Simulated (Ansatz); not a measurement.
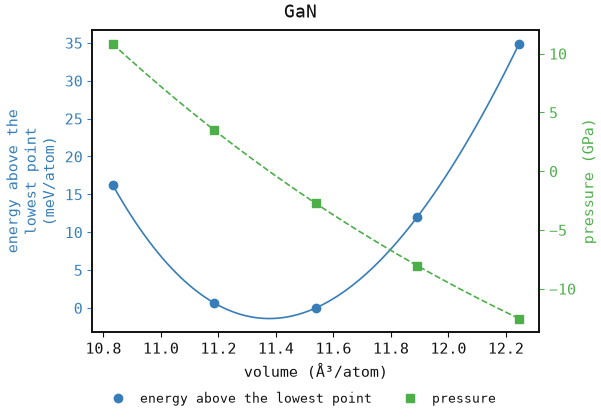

Energy above the lowest point and pressure against volume for GaN, space group F-43m (No. 216) (one of a set of cubic test structures, which need not be the stable phase).

A third-order Birch–Murnaghan fit gives V0 = 11.38 Å³/atom, B0 = 199 GPa and B′ = 4.2. The energy above the lowest point is 16.2 meV/atom at volume 10.83 Å³/atom and 34.9 meV/atom at 12.25 Å³/atom; the lowest computed point is at volume 11.54 Å³/atom (0.0 meV/atom), and no other minimum shows among the points. The pressure falls from 10.8 GPa at volume 10.83 Å³/atom to −12.5 GPa at 12.25 Å³/atom, and changes sign near 11.38 Å³/atom.

Method: equation of state of a cubic crystal from periodic Kohn-Sham density functional theory without spin, third-order Birch-Murnaghan fit to the free energies; pressure corrected for the finite basis (Ansatz 0.2.0 development build). Level: HSE06.

- structure type: zinc blende
- atoms in cell: 2
- space group number: 216
- lattice centring: face-centred primitive
- k mesh: 4×4×4
- occupation method: Fermi–Dirac
- occupation width: 0.05 eV
- wave cutoff: 1020 eV
- datasets: hand-made PAW
- density tolerance: 0 eV
- bands: 17
- density cutoff ratio: 5
- search for lower states: default
- exchange singularity: regularized

Limits of the calculation: cubic model structure, not the ambient form; modest k-mesh, values are not fully converged in k.
